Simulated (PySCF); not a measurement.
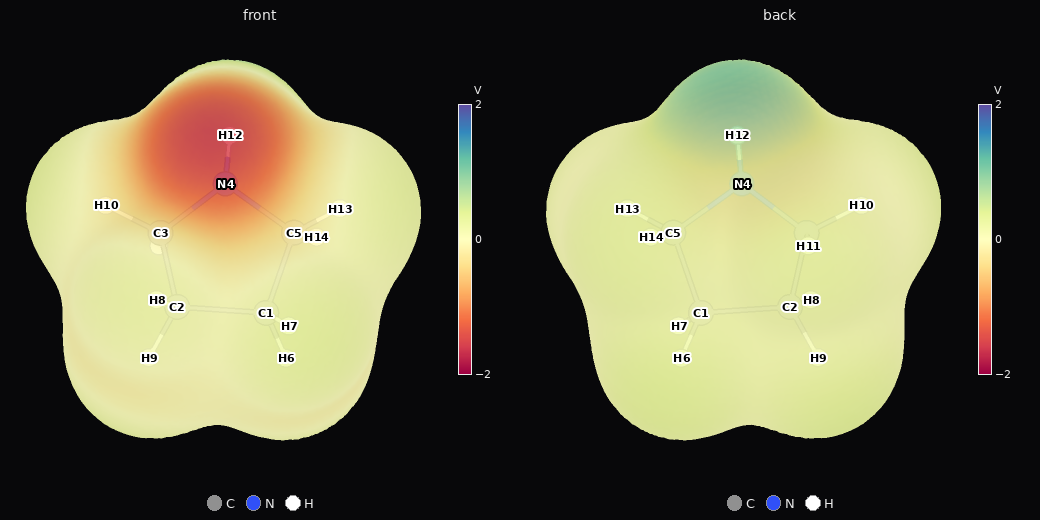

The picture shows: C4H9N (SMILES C1CCNC1). The molecular electrostatic potential painted on the density surface at 0.001 e/bohr³, seen from the front and from behind; the colour scale runs from red (negative) to blue (positive).

Geometry: GFN2-xTB, coordinate held.

These are results of PBE0/pcSseg-1, SCF density, gas phase, non-relativistic (PySCF), not measurements.

```xyz
14

C    -1.0116   -0.6359   -0.1959
C     0.4513   -1.0867   -0.3439
C     1.2495    0.0841    0.2285
N     0.4519    1.2218   -0.1846
C    -0.9263    0.8693    0.1143
H    -1.5112   -1.1653    0.6146
H    -1.5694   -0.8182   -1.1124
H     0.7003   -1.2114   -1.3964
H     0.6558   -2.0200    0.1772
H     2.2552    0.1574   -0.1886
H     1.3303   -0.0114    1.3257
H     0.7344    2.0863    0.2639
H    -1.5960    1.4653   -0.5090
H    -1.1890    1.0501    1.1700
```

Question: Where is the surface potential most negative and most positive?

Answer: The most negative region (about −1.5 V) lies over N4, the most positive (about +1.0 V) over H12. N4 is the likeliest acceptor of a hydrogen bond.
